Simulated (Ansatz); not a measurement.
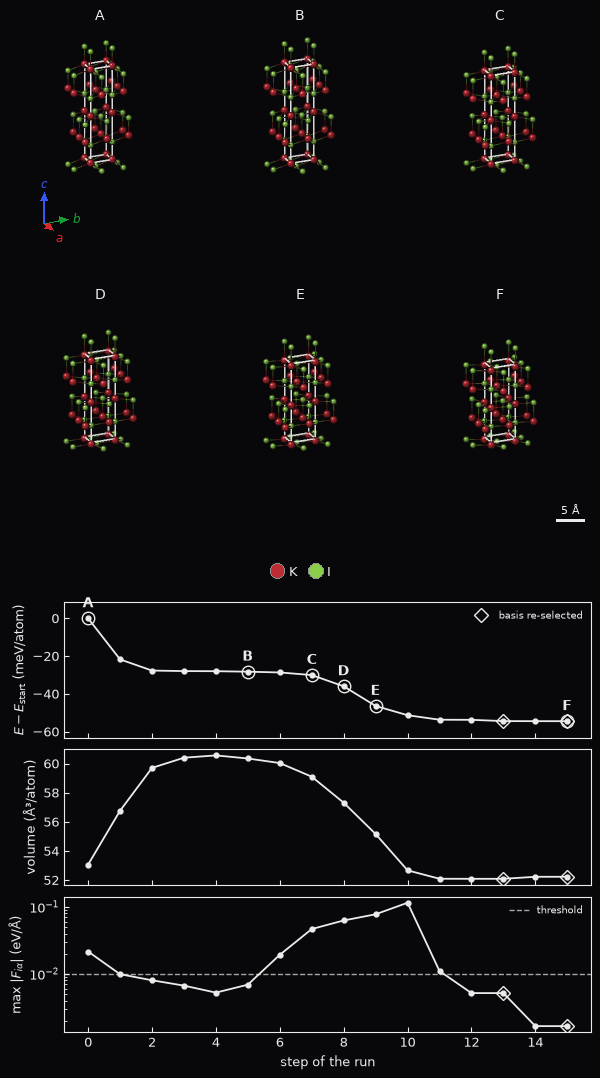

Frames of a relaxation of a crystal of KI (built on the 4H polytype type), marked on the history of the run. Style: ball-and-stick. Shown: the cell of the calculation, slightly off an axis.

All numbers below come from DFT, PBEsol, plane waves, PAW in Ansatz. Set-up: plane-wave cutoff 420 eV; k-point mesh 6 × 6 × 2; occupations fermi dirac; smearing width 0.03 eV; no spin polarisation; cell and atoms relaxed; force threshold 0.01 eV/Å; at most 120 steps.

What happens along the run?

The largest moves relative to the cell, 0.50 Å, are those of I atoms. Largest moves by element: I 0.50 Å, K 0.48 Å. Cell: a = b 5.314 → 5.914 Å (+11.3 %), c 17.357 → 13.794 Å (−20.5 %). Volume −1.6 %. Among the contacts that change: I–K 5.424 → 3.442 Å, I–K 3.254 → 3.489 Å, I–K 3.254 → 3.456 Å, I–K 3.254 → 3.415 Å. New bonds form, among them: I–K (5.42 → 3.44 Å). Bond angles that change, for instance: K–I–K 109.5° → 88.1°, I–K–I 109.5° → 88.1°, I–K–I 109.5° → 91.1°. The space group stays P6_3mc (No. 186). Over 13 accepted moves (15 points after the start) the energy falls by 54.5 meV per atom. The largest force component goes from 0.022 to 0.0017 eV/Å. The pressure goes from 1.37 to 0.00 GPa. The SCF was repeated twice at an unchanged geometry on a basis and grid sized afresh for the cell, which shifted the energy by 0.7 meV per atom at most. The run took 110 s on 4 threads of Arm Neoverse V1, with other jobs on the host, peak memory 0.99 GiB. From step 0 to 5: K atoms move most (0.05 Å), volume +13.7 %, energy −28.2 meV per atom. From step 5 to 7: K atoms move most (0.14 Å), volume −2.1 %, energy −1.8 meV per atom. From step 7 to 8: K and I atoms move most (0.12 Å), volume −3.0 %, energy −6.0 meV per atom. From step 8 to 9: K atoms move most (0.13 Å), volume −3.7 %, energy −10.4 meV per atom. From step 9 to 15: I atoms move most (0.16 Å), volume −5.3 %, energy −8.1 meV per atom.
